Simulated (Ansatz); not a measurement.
This input was run:

```
crystal:
  lattice:
    - [5.0409715241, 0.0, 0.0]
    - [-2.5204857621, 4.3656093996, 0.0]
    - [0.0, 0.0, 23.1160119731]
  atoms:
    - { symbol: Cu, position: [0.1666666667, 0.3333333333, 0.3677104861] }
    - { symbol: Cu, position: [0.1666666667, 0.8333333333, 0.3677104861] }
    - { symbol: Cu, position: [0.6666666667, 0.3333333333, 0.3677104861] }
    - { symbol: Cu, position: [0.6666666667, 0.8333333333, 0.3677104861] }
    - { symbol: Cu, position: [0.3333333333, 0.1666666667, 0.4575747222] }
    - { symbol: Cu, position: [0.3333333333, 0.6666666667, 0.4575747222] }
    - { symbol: Cu, position: [0.8333333333, 0.1666666667, 0.4575747222] }
    - { symbol: Cu, position: [0.8333333333, 0.6666666667, 0.4575747222] }
    - { symbol: Cu, position: [0.1666666667, 0.3333333333, 0.5474379165] }
    - { symbol: Cu, position: [0.1666666667, 0.8333333333, 0.5474379165] }
    - { symbol: Cu, position: [0.6666666667, 0.3333333333, 0.5474379165] }
    - { symbol: Cu, position: [0.6666666667, 0.8333333333, 0.5474379165] }
    - { symbol: Cl, position: [0.6666666667, 0.8333333333, 0.6486664504] }
basis:
  ecutwfc: 420
kpoints:
  mp_grid: { grid: [6, 6, 1] }
hamiltonian:
  xc: pbe
  dispersion: d3bj
scf:
  occupations: { method: gaussian, width: 0.1 }
output:
  forces: true
  eigenvalues: true
  write_density: true
  write_potential: true
  elf: true
  volumetric_format: npy
relax:
  adjacent_minimum: "off"
  f_tol: 0.03
  max_steps: 70
  constraints: [{ sites: [0, 1, 2, 3] }]
efield:
  axis: 3
  dipole_correction: true
  ramp_width: 0.04
```

Command:
```bash
ansatz run input.yaml --threads 2 --pin off --max-ram 5120MiB --backend cpu --events-out ev --progress --plain --runs-dir out
```

What does the potential across the slab give for the work function?

The work function is 6.09 eV at the right face and 4.85 eV at the left. The vacuum level is 1.24 eV higher at the right than at the left, so the slab carries a dipole along its normal; the ramp in the vacuum, at or near the edge of the plot, is the dipole correction that keeps each side flat. Some atoms were held fixed in the relaxation, which can itself make the faces differ. The outermost atoms are 6.3 Å apart, which leaves 16.8 Å of vacuum in a cell 23.1 Å high.

The electron count is odd and the run has no spin polarisation, so a magnetic state may lie lower.

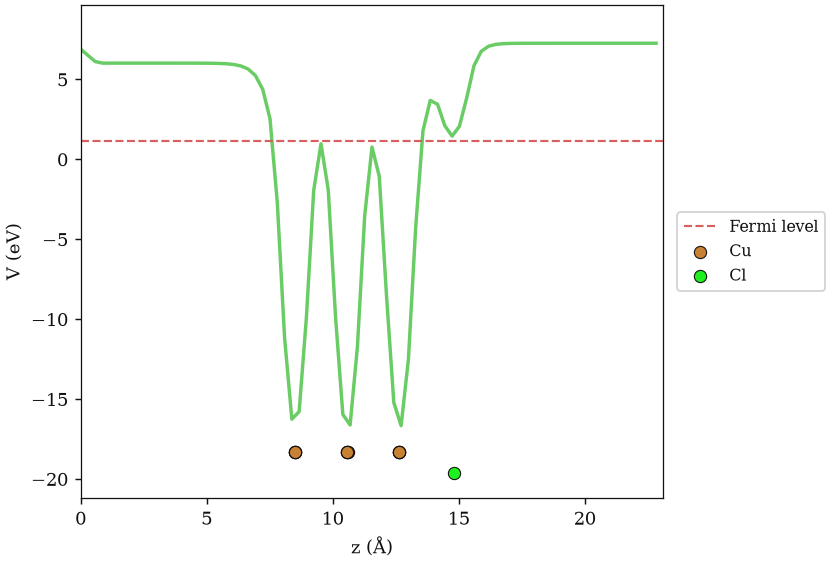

Plane-averaged electrostatic potential energy of an electron across the slab; circles at the bottom mark the heights of the atoms (positions after relaxation).
